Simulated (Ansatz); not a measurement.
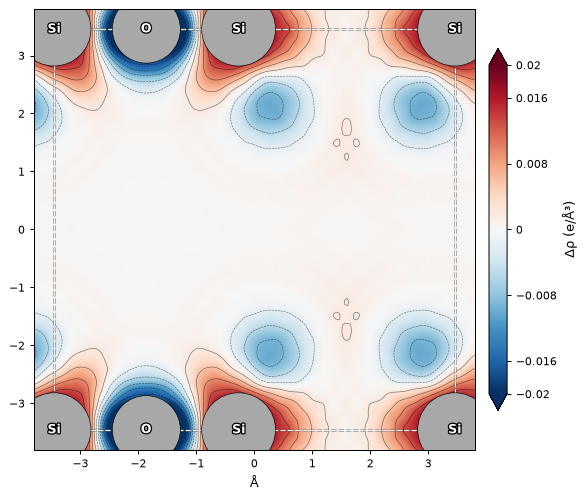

SiO$_{2}$. Difference of the valence pseudo-densities of two functionals at the same geometry, on the (001) plane of the calculation cell: one of PBE and r2SCAN less the other.

Both computed with Ansatz (plane waves, PAW), on the same k-point mesh. Grey discs cover the atomic cores.

```xyz
15
Lattice="6.9114 0.0000 0.0000 0.0000 6.9114 0.0000 0.0000 0.0000 6.4185" Properties=species:S:1:pos:R:3 pbc="T T T"
Si    1.8635    0.0000    0.7662
Si    0.0000    5.0479    5.6523
Si    0.0000    1.8635    5.6523
Si    5.0479    0.0000    0.7662
Si    0.0000    0.0000    3.2093
O     1.3250    0.0000    2.2878
O     0.0000    5.5864    4.1308
O     0.0000    1.3250    4.1308
O     5.5864    0.0000    2.2878
O     1.3209    1.3209    0.0000
O     1.3209    5.5905    0.0000
O     5.5905    1.3209    0.0000
O     5.5905    5.5905    0.0000
O     3.4557    0.0000    0.7734
O     0.0000    3.4557    5.6451
```

Question: Which was subtracted from which, and what does the map show?

Answer: It is PBE less r2SCAN. Against r2SCAN, PBE gives less density around O (−0.013 e/Å³ on average at 0.7 Å from the nucleus) and a change of −0.009 e/Å³ at the midpoint of Si–O.
